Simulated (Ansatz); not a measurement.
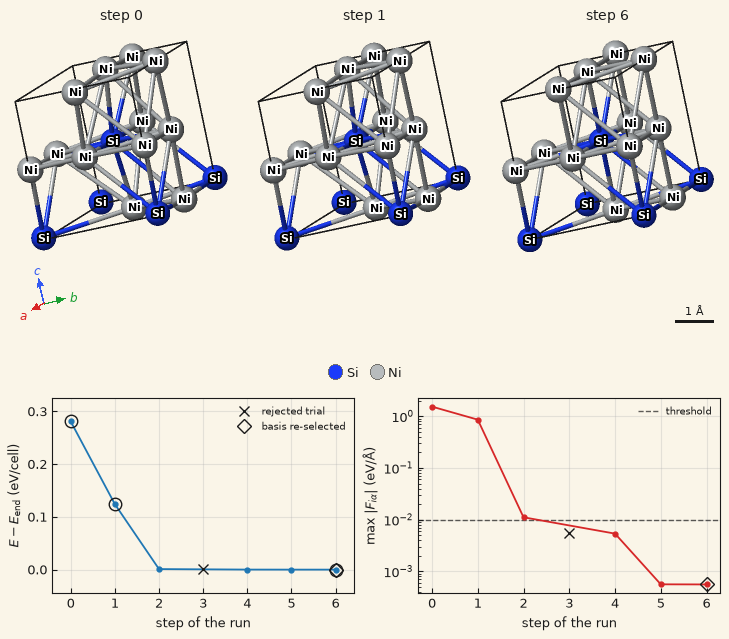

Frames of a relaxation of solid SiNi₃ (set up in P1), marked on the history of the run. Style: ball-and-stick. Shown: the cell of the calculation, reduced to other axes, slightly off an axis. Lengths and directions refer to the drawn axes.

Case: all atoms moved at random, sigma 0.05 Å for each component; relaxed back.

Theory: DFT PBE, scalar-relativistic, plane waves, PAW (Ansatz). (plane-wave cutoff 420 eV; k-point mesh 8 × 8 × 8; occupations gaussian; smearing width 0.15 eV; no spin polarisation; cell and atoms relaxed; force threshold 0.01 eV/Å; at most 80 steps)

**What happens along the run?**

The atom that moves furthest is a Ni atom (0.13 Å roughly along [2 −3 0]). By element the largest moves are Ni 0.13 Å, Si 0.07 Å. The cell doesn't change. Some distances before and after: Ni–Ni 2.608 → 2.479 Å, Ni–Ni 2.354 → 2.479 Å, Ni–Si 2.597 → 2.480 Å, Ni–Si 2.362 → 2.479 Å. The space group (tolerance 0.01 Å) goes from P1 (No. 1) to Pm-3m (No. 221). Over 4 accepted moves (6 points after the start) the energy falls by 0.281 eV per cell of the calculation. Largest force component: 1.5 eV/Å at the start, 0.00056 eV/Å at the end. Pressure: 1.96 GPa at the start and 0.00 GPa at the end. The line search rejected the trial step at point 3 of the run. The SCF was repeated once at an unchanged geometry on a basis and grid sized afresh for the cell, which shifted the energy by less than 0.05 meV per cell of the calculation at most. The run took 9.7 min on 2 threads of Arm Neoverse V2 (shared host), peak memory 1.3 GiB. From step 0 to 1: a Ni atom moves most (0.04 Å), volume −0.1 %, energy −0.157 eV per cell of the calculation. From step 1 to 6: a Ni atom moves most (0.11 Å), volume +0.1 %, energy −0.124 eV per cell of the calculation.
